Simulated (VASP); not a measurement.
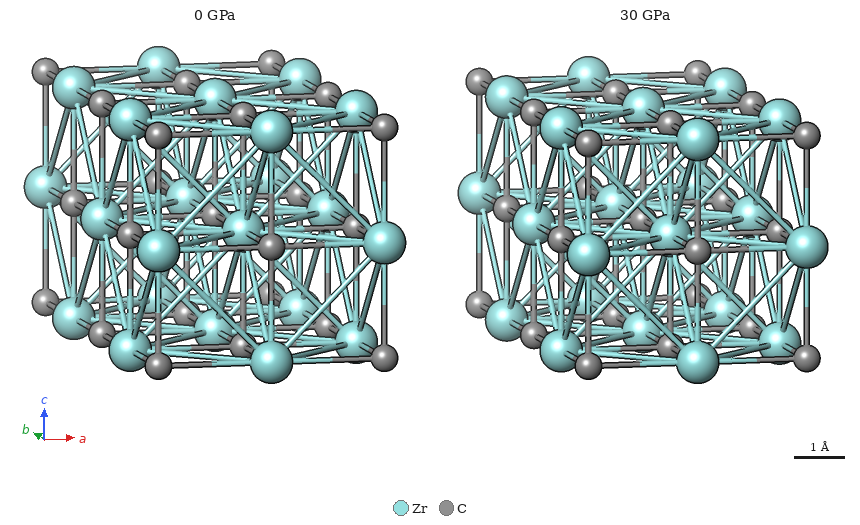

Solid ZrC (set up in Fm-3m), relaxed (cell and atoms) at several target pressures. The picture shows the first and the last member. A ball-and-stick model of the conventional cell (4 times the calculation's cell), repeated 1 × 2 × 1 with one cell outlined, seen slightly off an axis. Lengths and directions refer to the drawn axes.

Computed with VASP 6.6.1: PBEsol, VASP PAW PBE potentials, recommended. Settings: plane-wave cutoff 600 eV; k-point mesh 10 × 10 × 10; occupations fermi-dirac; smearing width 0.05 eV; no spin polarisation.

| pressure (GPa) | volume (Å³/atom) | a (Å) |
| --- | --- | --- |
| 0 | 12.738 | 4.671 |
| 2 | 12.635 | 4.658 |
| 5 | 12.485 | 4.640 |
| 10 | 12.249 | 4.610 |
| 20 | ? | ? |
| 30 | 11.486 | 4.512 |

One row is withheld. What does the calculation give there?

Murnaghan's form V = V₀(1 + B′P/B₀)^(−1/B′), with V₀ = 12.738 Å³ from the row at zero pressure, fits the other rows with B₀ = 239 GPa and B′ = 3.65 (largest miss 0.003 Å³). At 20 GPa it gives 12.738 × (1 + 3.65 × 20/239)^(−1/3.65) = 11.841 Å³ per atom. The calculation gives 11.839 Å³/atom (a = 4.558 Å). The estimate is 0.002 Å³/atom too high. From the first member to the last: Zr–Zr 3.303 → 3.191 Å, C–Zr 2.335 → 2.256 Å.

The whole series:

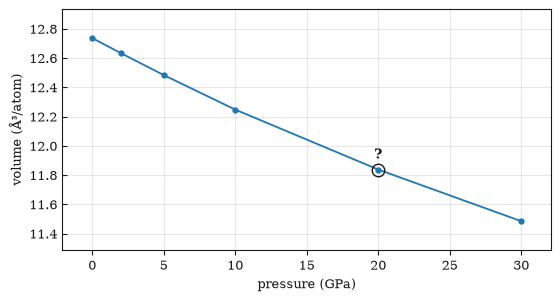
